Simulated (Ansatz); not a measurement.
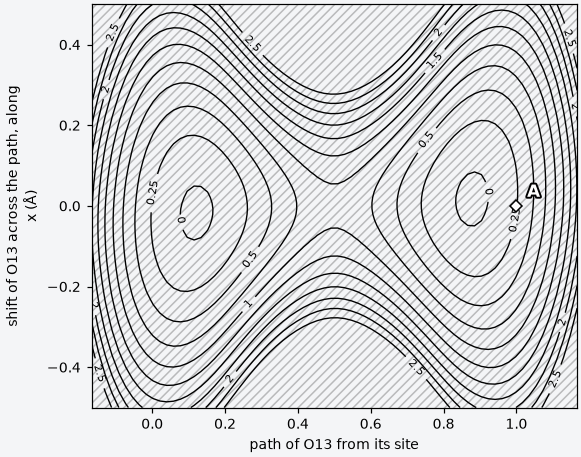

HfO₂ (Fm-3m phase) with one O vacancy (14 atoms in the cell, cell charge +2). An atom moved over a plane that holds its own site and a neighbouring vacancy (x along [1 0 0] of the conventional cell). Coordinates scanned: (1) path of O13 from its site (0) to the vacancy (1), 2.549 Å; (2) shift of O13 across the path, along x. Nothing is relaxed (all other atoms held at the sites of the perfect crystal). The scan uses a 9 × 7 grid; 31 points were computed and 30 follow by symmetry. At 2 points there is no value (left out of the scan, as a rule where atoms come close). Points are written as (first, second). Energies: eV per cell, counted from the lowest grid point. The cell is charged on a uniform background, without a charge correction. Theory: Ansatz, DFT PBE, scalar-relativistic, plane waves, PAW. Settings: cutoff 420 eV, k-mesh 4×4×4, gaussian smearing 0.05 eV, no spin polarisation.

In the figure: contour lines labelled in eV (none above 2.5), hatched blanks where no value was computed, the point A. Between grid points the surface is interpolated.

**Which way does the force act at A, and how strong is it?**

A, at (1.000, 0.000 Å), is not a stationary point. The computed force is 4.7 eV for each unit of the axis towards smaller values of the first coordinate and 0.43 eV for each Å towards larger values of the second coordinate.

PAW datasets: the set soft_1.
